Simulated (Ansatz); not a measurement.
TePb

```
Pb Te
1.0
     6.46200    0.00000    0.00000
     0.00000    6.46200    0.00000
     0.00000    0.00000    6.46200
Pb Te
4 4
Direct
  0.00000 0.00000 0.00000
  0.50000 0.50000 0.00000
  0.50000 0.00000 0.50000
  0.00000 0.50000 0.50000
  0.50000 0.00000 0.00000
  0.00000 0.50000 0.00000
  0.00000 0.00000 0.50000
  0.50000 0.50000 0.50000
```

Space group Fm-3m; computed pressure about 2 GPa in this cell.

Level of theory: Ansatz 0.2.0, Kohn-Sham DFT of a periodic cell, PBE, Ansatz PAW.

The density is the valence pseudo-density of a PAW calculation; it isn't the true density close to the nuclei.

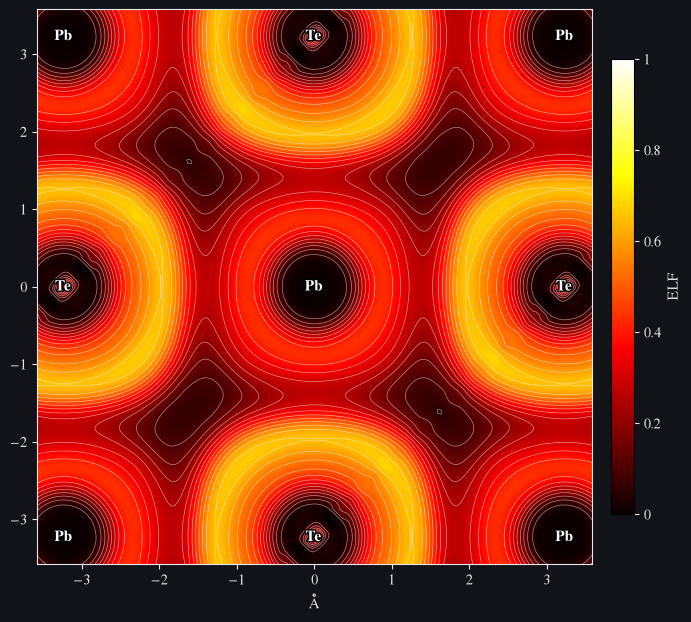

Figure 1. Electron localisation function on the (010) plane of the conventional cell.

What does the map show?

- The section cuts through Pb and Te sites.
- Te–Pb (3.23 Å): the ELF peaks at about 0.65 in the valence shell of Te, 1.3 Å from its nucleus, and drops to about 0.25 between the two atoms.

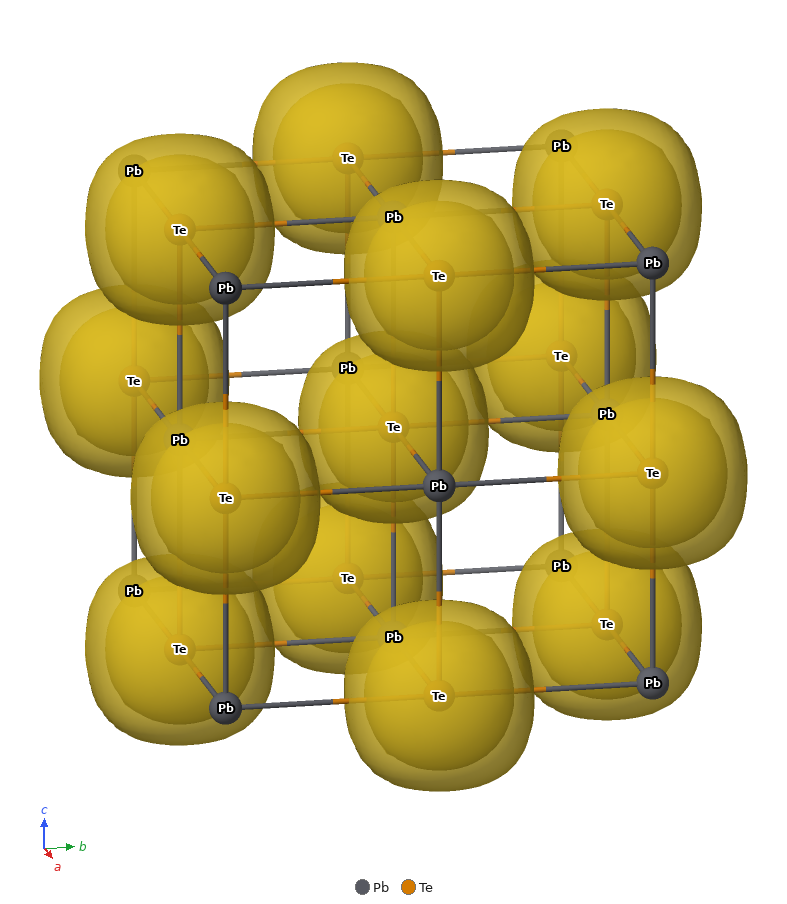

Figure 2. Isosurface of the ELF at 0.6 (yellow), seen slightly off an axis. Core shells and regions of very low density are left out. Sticks mark near contacts.

What do the ELF domains correspond to?

The surface consists of four regions wrapped around Te (the valence shell of each), counted in one cell of 8 atoms. Any copies at cell faces, edges or corners count once.

Does the calculation make it a metal, or give it a gap?

It is gapped, with a Kohn–Sham gap of 1.0 eV on the k-point mesh (the band edges may lie off the mesh, which would make the gap smaller).
